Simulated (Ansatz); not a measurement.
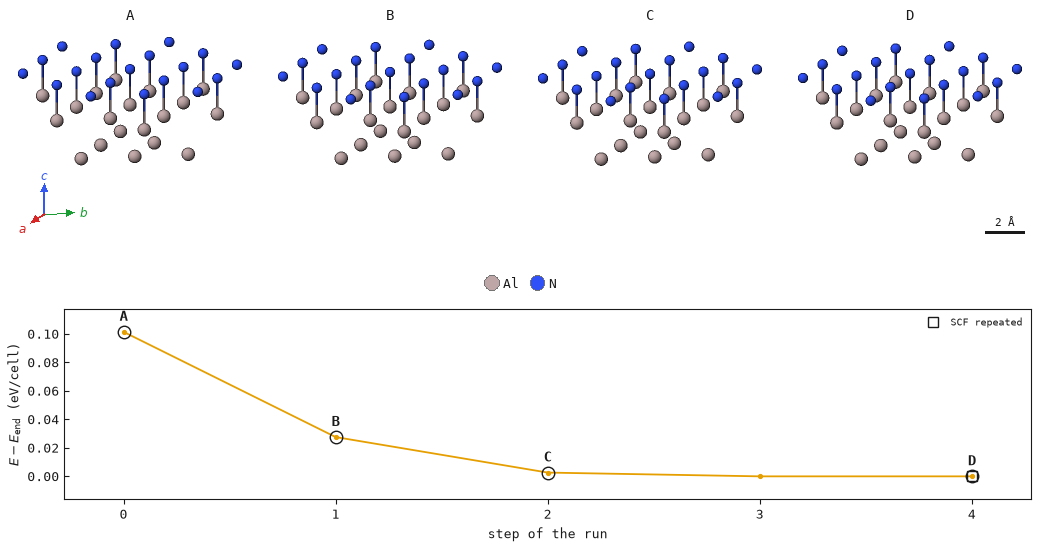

Frames of a constrained relaxation of a slab of composition Al$_{9}$N (cut from the P6_3/mmc phase), marked on the history of the run. The picture is a ball-and-stick view of the atoms within 5.8 Å of the atom that moves most (axes of the 3 × 2 repeat of the cell, outlined in the plane, without the vacuum), seen slightly off an axis.

Case: N put at a top Al site. The slab is the (0 0 1) face of Al with N on it. 4 atoms are held fixed.

These are results of DFT PBEsol, scalar-relativistic, plane waves, PAW (Ansatz), not measurements. (plane-wave cutoff 420 eV; k-point mesh 12 × 12 × 1; occupations gaussian; smearing width 0.1 eV; no spin polarisation; dipole correction; atoms relaxed in a fixed cell; force threshold 0.03 eV/Å; at most 70 steps)

Describe the path.

Answer. The N atom moves most: 0.24 Å along the normal (−c). By element the largest moves are N 0.24 Å, Al 0.12 Å. The lattice vectors keep their values. Some distances before and after: Al–N 1.940 → 1.828 Å. The energy falls by 0.101 eV per cell of the calculation in 3 accepted moves (4 points after the start). The largest force component goes from 1.4 to 0.007 eV/Å. 1 step only repeated the SCF at the same geometry. From step 0 to 1: the N atom moves most (0.16 Å), energy −73.9 meV per cell of the calculation. From step 1 to 2: the N atom moves most (0.10 Å), energy −24.9 meV per cell of the calculation. From step 2 to 4: the N atom moves most (0.02 Å), energy −2.6 meV per cell of the calculation.

```
step  E − E(0), meV/atom  largest force component, eV/Å                         note
   0                0.00                         1.4063                             
   1               -7.39                         0.9284                             
   2               -9.88                         0.3045                             
   3              -10.15                         0.0068                             
   4              -10.15                         0.0070  same geometry, SCF repeated
```

Limits of the set-up: the periodic images lie only 2.8 Å apart, so the values are limited by the cell's size.
